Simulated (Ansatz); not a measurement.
System: Sb.

```
Sb
1.0
     8.11340    0.00000    0.00000
     0.00000    8.11340    0.00000
     0.00000    0.00000    4.07780
Sb
8
Direct
  0.65126 0.15126 0.00000
  0.15126 0.65126 0.50000
  0.34874 0.15126 0.50000
  0.84874 0.65126 0.00000
  0.34874 0.84874 0.00000
  0.84874 0.34874 0.50000
  0.15126 0.34874 0.00000
  0.65126 0.84874 0.50000
```

Space group I4/mcm; a structure from a database of computed crystals, not necessarily the ambient phase.

Theory: Kohn-Sham DFT of a periodic cell, PBE, Ansatz PAW (Ansatz).

> Predict the valence pseudo-density and electron localisation function between the atoms.

Sb–Sb (3.19 Å): ρ at the midpoint is about 0.22 e/Å³; the ELF is about 0.45 at the midpoint.

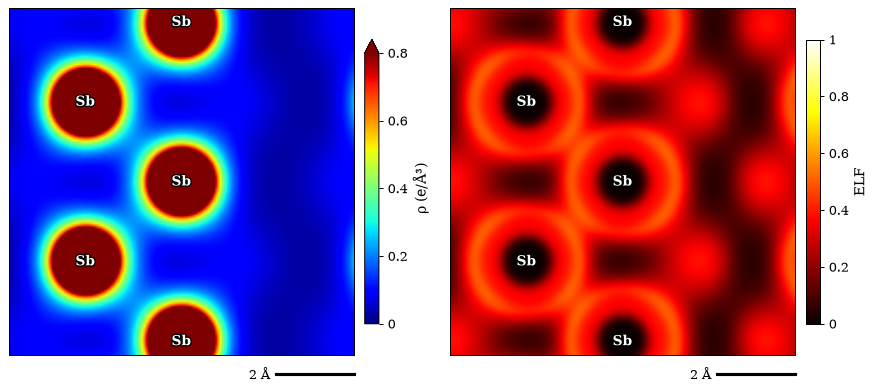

Computed valence pseudo-density and electron localisation function on the (100) plane of the conventional cell, in this order. 
